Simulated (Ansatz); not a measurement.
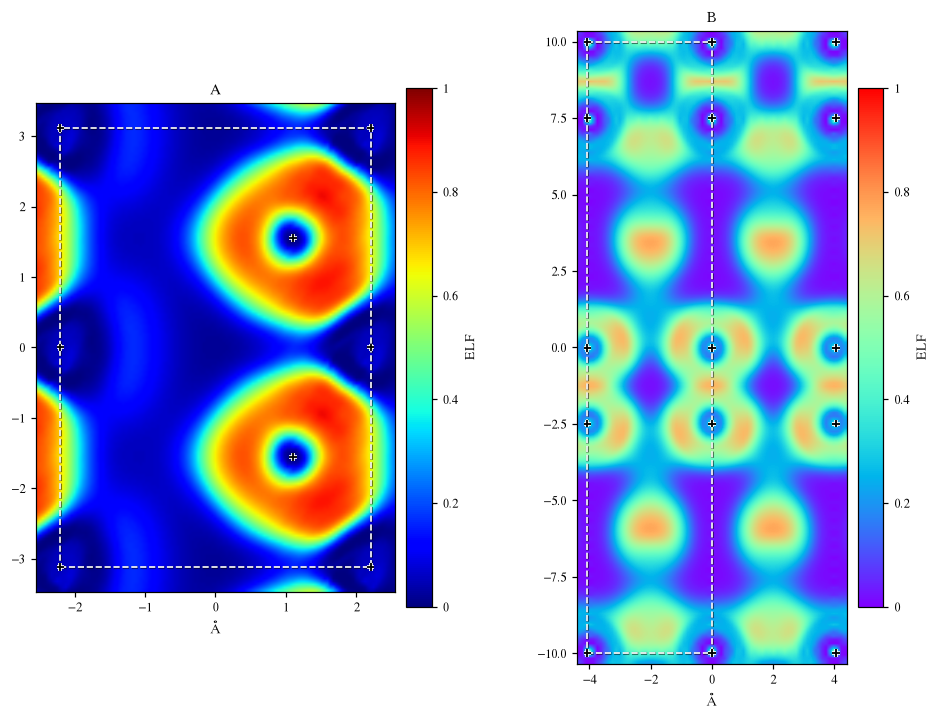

The ELF of 2 systems, each on a plane through atoms (crosses mark nuclei in the plane).

These are results of DFT PBE, scalar-relativistic, plane waves, PAW in Ansatz 0.2.0, not measurements.

System 1: AlN, the (110) plane of the conventional cell. Space group F-43m; a structure from a database of computed crystals, not necessarily the ambient phase.

```xyz
8
Lattice="4.4032 0.0000 0.0000 0.0000 0.0000 -4.4032 0.0000 4.4032 0.0000" Properties=species:S:1:pos:R:3 pbc="T T T"
Al    2.2016    0.0000   -2.2016
Al    0.0000    2.2016   -2.2016
Al    0.0000    0.0000    0.0000
Al    2.2016    2.2016    0.0000
N     3.3024    1.1008   -3.3024
N     1.1008    3.3024   -3.3024
N     1.1008    1.1008   -1.1008
N     3.3024    3.3024   -1.1008
```

System 2: GaAs (interface cell), the (010) plane of the calculation cell. 

```
CELL_PARAMETERS angstrom
4.06260 0.00000 0.00000
-2.03130 3.51832 0.00000
0.00000 0.00000 19.98095
ATOMIC_POSITIONS crystal
Ga 0.00000 0.00000 0.00005
As 0.66667 0.33333 0.21014
As 0.33333 0.66667 0.04410
Ga 0.33333 0.66667 0.16663
Ga 0.66667 0.33333 0.33282
As 0.00000 0.00000 0.37543
As 0.00000 0.00000 0.49957
Ga 0.66667 0.33333 0.70837
Ga 0.33333 0.66667 0.54218
As 0.33333 0.66667 0.66486
As 0.66667 0.33333 0.83090
Ga 0.00000 0.00000 0.87495
```

> Which map belongs to which system?

Panel A is system 1, AlN: the plane holds Al and N. Al–N (1.91 Å): the ELF peaks at about 0.90 in the valence shell of N, 0.8 Å from its nucleus, and is about 0.85 at the midpoint. Panel B is system 2, GaAs: the plane holds Ga and As. As–As (2.48 Å): the ELF peaks at about 0.75 between the atoms.
